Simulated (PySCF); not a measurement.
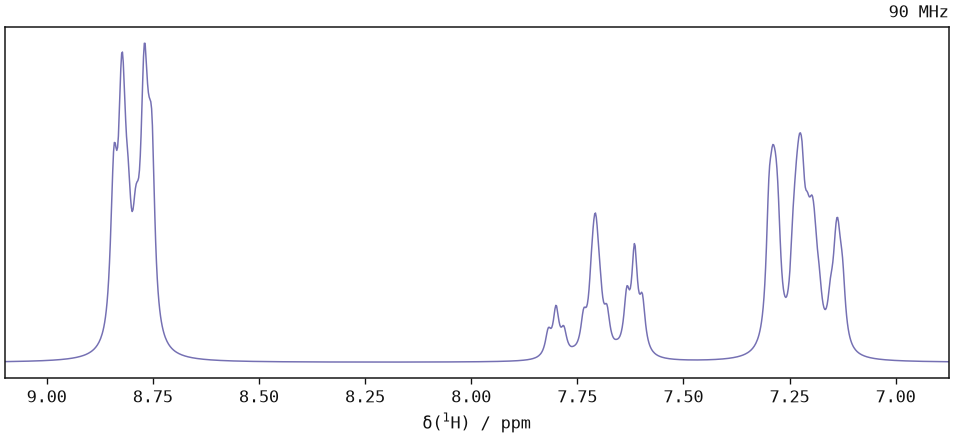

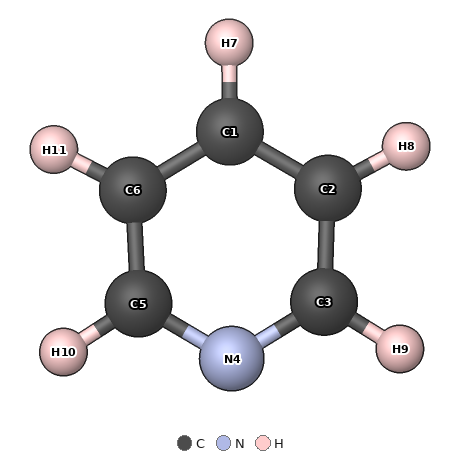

C₅H₅N, SMILES c1ccncc1. Simulated ¹H spectrum at 90 MHz, line width 1.5 Hz, from GIAO shifts (PBE0/pcSseg-1, against TMS) and couplings (B3LYP/pcJ-1), PySCF 2.14.0, at a PBE0-D3(BJ)/def2-SVP geometry (no frequency check). Gas phase, values of one conformer, averaged over methyl-type rotors and exact or near symmetry; couplings among ¹H are treated exactly, other nuclei are left out. The spin-dipole term of J is left out for all pairs.

Assign the signals.

Answer.
```
δ (ppm)  nuclei    atoms
   8.80       2  H9, H10
   7.70       1       H7
   7.22       2  H8, H11
```

Give the coupling constants used.

Answer.
```tsv
pair	J (Hz)
H7–H8, H7–H11	8.4
H9–H8, H10–H11	5.4
H9–H7, H10–H7	1.7
H9–H11, H10–H8	1.0
H8–H11	1.0
H9–H10	−0.8
```

Not listed: couplings under 0.5 Hz, those between magnetically equivalent nuclei.
